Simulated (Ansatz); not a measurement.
System: SrVO$_{3}$.

```
Sr V O
1.0
     3.81032    0.00000    0.00000
     0.00000    3.81032    0.00000
     0.00000    0.00000    3.81032
Sr V O
1 1 3
Direct
  0.50000 0.50000 0.50000
  0.00000 0.00000 0.00000
  0.50000 0.00000 0.00000
  0.00000 0.50000 0.00000
  0.00000 0.00000 0.50000
```

Space group Pm-3m; spin-polarised.

Theory: DFT PBEsol, scalar-relativistic, plane waves, PAW (Ansatz).

> Predict the valence pseudo-density and electron localisation function between the atoms.

V–O (1.91 Å): the density is about 0.77 e/Å³ at the midpoint; the ELF peaks at about 0.80 in the valence shell of O, 0.6 Å from its nucleus, and is about 0.20 at the midpoint; no localised pair shows between them.
Sr–O (2.69 Å): the density is about 0.17 e/Å³ at the midpoint; the ELF is about 0.05 at the midpoint (no localised pair shows between them).

> Does the calculation give a band gap?

It is gapless in this calculation (a metal or semimetal); semilocal functionals without U, or without the true magnetic order, often close the gap of such compounds.

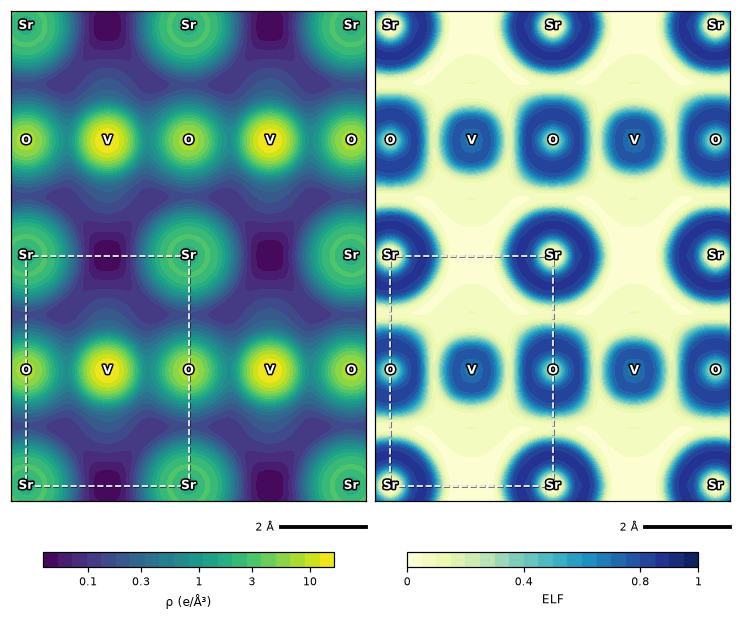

Computed valence pseudo-density and electron localisation function on the (110) plane of the conventional cell, in this order. 

In a PAW calculation such maps are meaningful between the atoms, not at the nuclei.
